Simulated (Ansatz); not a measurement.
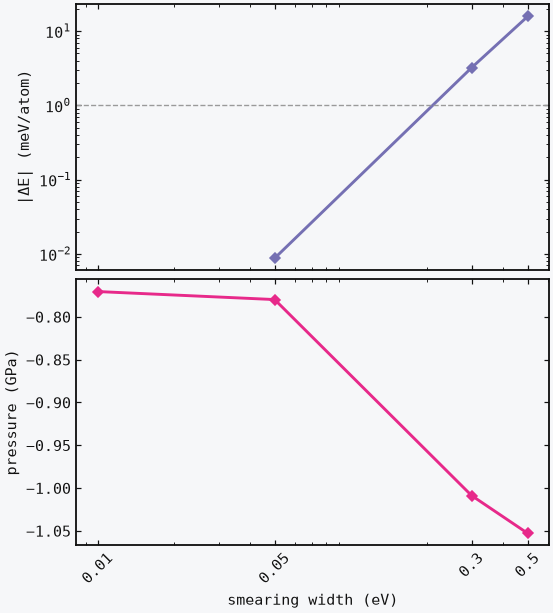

Scan of the smearing width.
System: AlNi$_{3}$ (Fm-3m, 4 atoms in the cell).
Method: DFT PBEsol, scalar-relativistic, plane waves, PAW (Ansatz); cutoff 420 eV, 14×14×14 k-mesh, no spin polarisation, Methfessel–Paxton smearing.
ΔE is the free energy less its value at the smallest setting, 0.01 eV.
Dashed lines or grey bands mark the tolerance: 1 meV/atom.

### What is enough for the free energy to 1 meV/atom?

The free energy is within 1 meV/atom of the smallest setting's value from 0.05 eV down. It is off by 16 meV/atom at 0.5 eV and 3.2 meV/atom at 0.3 eV (always above it).

### And the pressure, to 0.1 GPa?

The pressure is within 0.1 GPa of the smallest setting's value from 0.05 eV down. It is −1.05 GPa at 0.5 eV, −1.01 GPa at 0.3 eV and −0.77 GPa at 0.01 eV.
